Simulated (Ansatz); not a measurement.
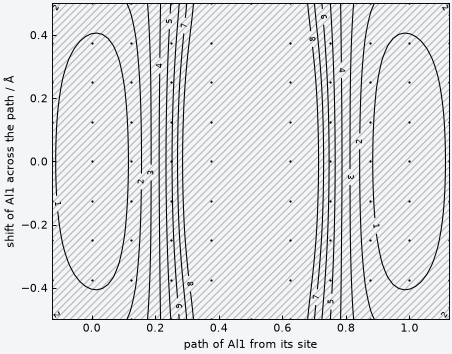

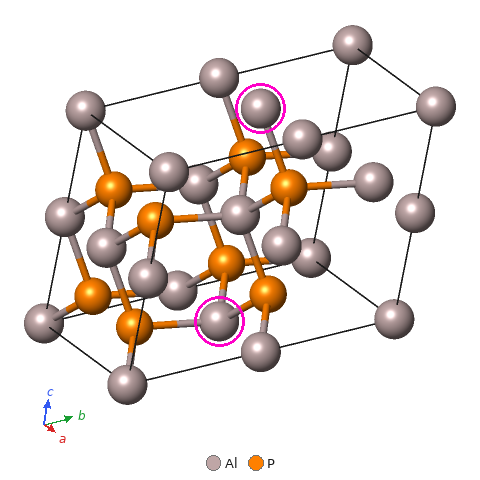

Energy landscape of AlP (F-43m phase) with one Al vacancy (15 atoms in the cell, cell charge −3). An atom moved over a plane that holds its own site and a neighbouring vacancy (x, y and z along the cube axes). First axis: path of Al1 from its site (0) to the vacancy (1), 3.842 Å. Second axis: shift of Al1 across the path, along the Cartesian direction [1 0 −1]. Nothing is relaxed (all other atoms held at the sites of the perfect crystal). The scan uses an 11 × 9 grid; 21 points were computed and 71 follow by symmetry. At 7 points there is no value (left out of the scan, as a rule where atoms come close). Points are written as (first, second). Energies: eV per cell, counted from the lowest grid point. The band gap closes in part of the range. The cell is charged on a uniform background, without a charge correction. These are results of Ansatz 0.2.0, DFT LDA, scalar-relativistic, plane waves, PAW, not measurements. Settings: cutoff 420 eV, k-mesh 4×4×4, gaussian smearing 0.05 eV, no spin polarisation.

In the figure: contour lines labelled in eV (none above 8), dots at the grid points, hatched blanks where no value was computed. Between grid points the surface is interpolated. The second picture is the structure at the lowest point; rings mark the moved atoms.

### Where are the wells?

The lowest grid point is at (0.000, 0.000 Å) [nearest 4 P at 2.35 Å]; the map holds 2 wells of about this depth. It is the only kind of minimum in the scanned range. The highest grid point, (0.375, 0.000 Å) [nearest 1 P at 1.44 Å], lies 14.1 eV above the lowest.

The values on the grid:

| second ↓, first → | −0.125 | 0.000 | 0.125 | 0.250 | 0.375 | 0.500 | 0.625 | 0.750 | 0.875 | 1.000 | 1.125 |
| --- | --- | --- | --- | --- | --- | --- | --- | --- | --- | --- | --- |
| 0.500 | 2.2 | 1.6 | 2.2 | 5.0 | 10.7 | 14.0 | 10.7 | 5.0 | 2.2 | 1.6 | 2.2 |
| 0.375 | 1.7 | 0.9 | 1.7 | 5.3 | 12.0 | – | 12.0 | 5.3 | 1.7 | 0.9 | 1.7 |
| 0.250 | 1.4 | 0.4 | 1.4 | 5.6 | 13.1 | – | 13.1 | 5.6 | 1.4 | 0.4 | 1.4 |
| 0.125 | 1.2 | 0.1 | 1.2 | 5.8 | 13.9 | – | 13.9 | 5.8 | 1.2 | 0.1 | 1.2 |
| 0.000 | 1.2 | 0.0 | 1.2 | 5.8 | 14.1 | – | 14.1 | 5.8 | 1.2 | 0.0 | 1.2 |
| −0.125 | 1.2 | 0.1 | 1.2 | 5.8 | 13.9 | – | 13.9 | 5.8 | 1.2 | 0.1 | 1.2 |
| −0.250 | 1.4 | 0.4 | 1.4 | 5.6 | 13.1 | – | 13.1 | 5.6 | 1.4 | 0.4 | 1.4 |
| −0.375 | 1.7 | 0.9 | 1.7 | 5.3 | 12.0 | – | 12.0 | 5.3 | 1.7 | 0.9 | 1.7 |
| −0.500 | 2.2 | 1.6 | 2.2 | 5.0 | 10.7 | 14.0 | 10.7 | 5.0 | 2.2 | 1.6 | 2.2 |

Each point was launched as `ansatz run input.yaml --threads 4 --pin off --max-ram 8192MiB --backend cpu --events-out ev --progress --plain --runs-dir out`. The whole map (21 points run) took 3.1 min on 4 threads of Intel(R) Xeon(R) Platinum 8488C (Sapphire Rapids) (shared host).

PAW datasets: the set soft_1.
